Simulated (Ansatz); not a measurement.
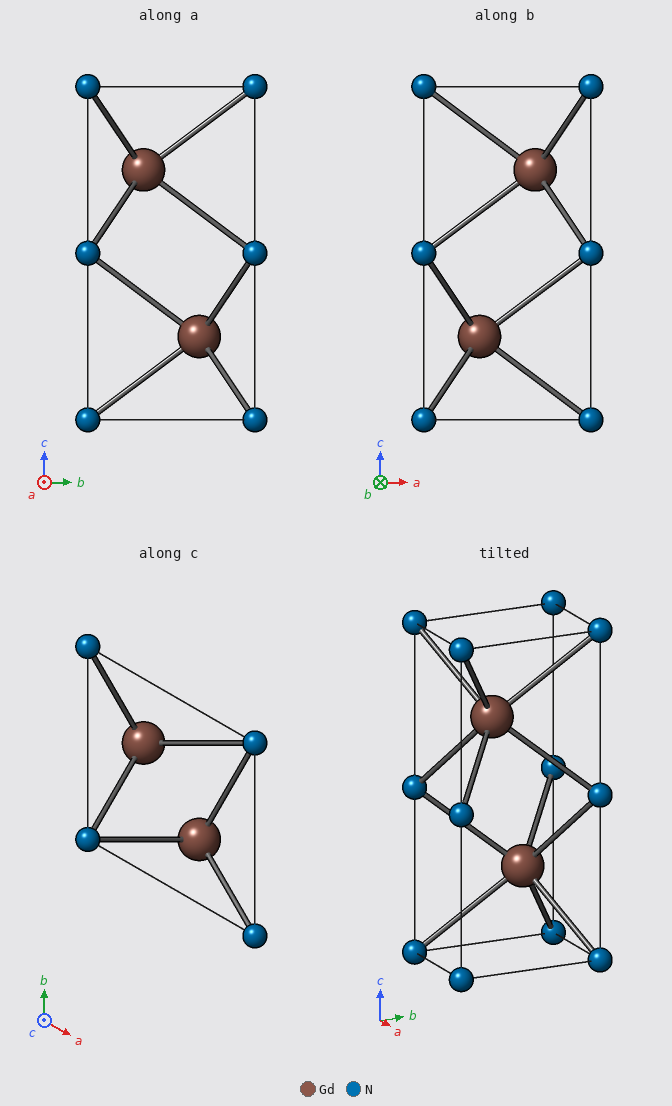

A ball-and-stick rendering, viewed along the a axis, along the b axis, along the c axis and slightly off an axis. The lines enclose the conventional unit cell; boundary atoms appear with their images.

Lattice parameters: a = 3.554 Å, b = 3.554 Å, c = 6.138 Å, α = 90.00°, β = 90.00°, γ = 120.00°. Put a along x and b in the xy plane.

Write the structure as a POSCAR file.

```
Gd N
1.0
     3.554    0.000    0.000
    -1.777    3.078    0.000
     0.000    0.000    6.138
Gd N
2 2
Direct
  0.3333 0.6667 0.2500
  0.6667 0.3333 0.7500
  0.0000 0.0000 0.0000
  0.0000 0.0000 0.5000
```

It derives from a structure type filled with these elements by a generator (whether the compound takes this form wasn't checked). It was relaxed at fixed volume with DFT PBE, scalar-relativistic, plane waves, PAW in Ansatz.

At this level of theory the run's own cell isn't at rest (stretched, at -11 GPa), so its distances can differ from those at equilibrium, the more so the softer the solid.
